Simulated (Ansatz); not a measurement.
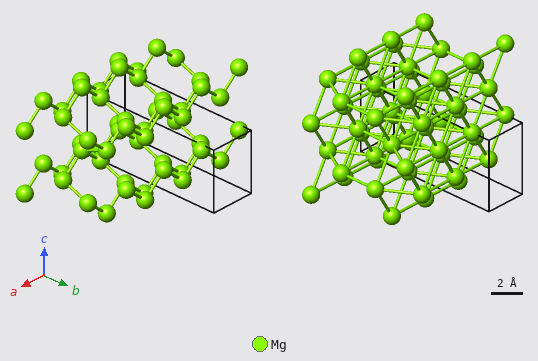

Two geometries of crystalline Mg (built on the black phosphorus_64 type) (coarse preliminary run), drawn at one scale. One is the start of a relaxation, the other its converged end. A ball-and-stick model of the conventional cell (2 times the calculation's cell), repeated 3 × 1 × 2 with one cell outlined, seen from a free direction. Lengths and directions refer to the drawn axes.

The calculation used DFT PBEsol, scalar-relativistic, plane waves, PAW (Ansatz). (plane-wave cutoff 420 eV; k-point mesh 6 × 6 × 4; occupations gaussian; smearing width 0.1 eV; no spin polarisation; cell and atoms relaxed; force threshold 0.04 eV/Å; at most 70 steps)

**Which of the two is the end point?**

The right one is the relaxed one. Case: black phosphorus type (Cmce, No. 64). Over 7 accepted moves (8 points after the start) the energy falls by 1279 meV per atom. The largest force component goes from 3.2 to 0.00066 eV/Å. The pressure goes from 16.49 to 0.01 GPa. The SCF was repeated once at an unchanged geometry on a basis and grid sized afresh for the cell, which shifted the energy by 0.4 meV per atom at most. The largest moves relative to the cell, 0.62 Å, are those of Mg atoms. The volume changes by +2.1 %, with a 3.547 → 3.145 Å (−11.3 %), b 11.253 → 11.419 Å (+1.5 %), c 4.694 → 5.327 Å (+13.5 %). Some distances before and after: Mg–Mg 3.945 → 3.109 Å, Mg–Mg 2.324 → 3.093 Å, Mg–Mg 2.362 → 3.027 Å, Mg–Mg 3.652 → 3.093 Å. New bonds form: Mg–Mg (3.95 → 3.11 Å). Among the angles between lasting bonds that change: Mg–Mg–Mg 99.5° → 61.1°, Mg–Mg–Mg 103.4° → 90.0°. The space group (tolerance 0.01 Å) goes from Cmce (No. 64) to Fmmm (No. 69).
